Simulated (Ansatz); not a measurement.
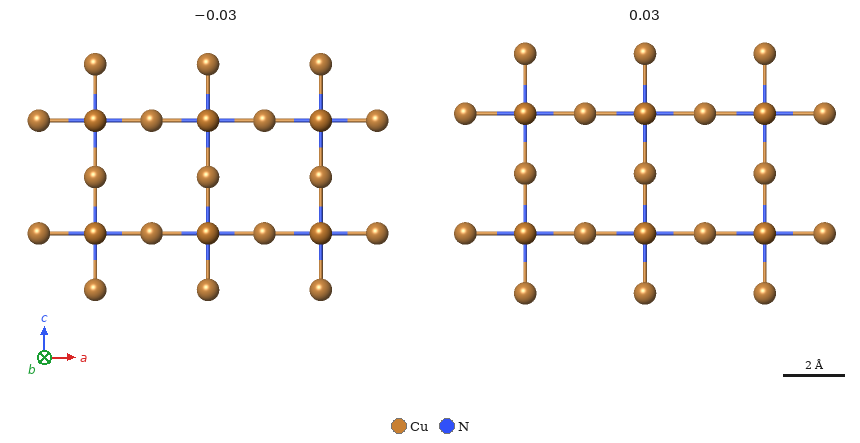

A crystal of Cu$_{3}$N (set up in Pm-3m), under equal strain along all axes (cell held, atoms fixed by symmetry), with energies (extrapolated to zero smearing) counted from the relaxed crystal, which is the row at zero. The picture shows the first and the last member. A ball-and-stick model of the cell of the calculation, repeated 2 × 1 × 1 with one cell outlined, seen along the b axis.

Computed with Ansatz 0.2.0: DFT PBE, scalar-relativistic, plane waves, PAW. (plane-wave cutoff 420 eV; k-point mesh 10 × 10 × 10; occupations gaussian; smearing width 0.01 eV; no spin polarisation)

| strain | energy (meV/atom) | a (Å) |
| --- | --- | --- |
| −0.03 | 46.45 | 3.712 |
| −0.02 | 19.95 | 3.750 |
| −0.01 | 4.84 | 3.789 |
| 0.0 | 0.00 | 3.827 |
| 0.01 | ? | ? |
| 0.02 | 16.90 | 3.904 |
| 0.03 | 36.74 | 3.942 |

**One row is withheld. What does the calculation give there?**

A parabola through three neighbouring rows (0.0, 0.02, 0.03) gives, with Lagrange weights, (0.3333)(0.00) + (1.0000)(16.90) + (−0.3333)(36.74) = 4.65 meV/atom. The calculation gives 4.34 meV/atom (a = 3.865 Å). The estimate is 0.31 meV/atom too high. From the first member to the last: Cu–Cu 2.625 → 2.787 Å, Cu–N 1.856 → 1.971 Å.

The whole series:

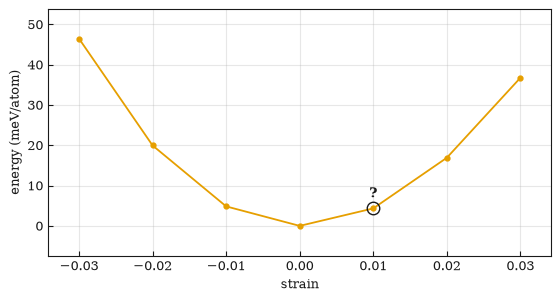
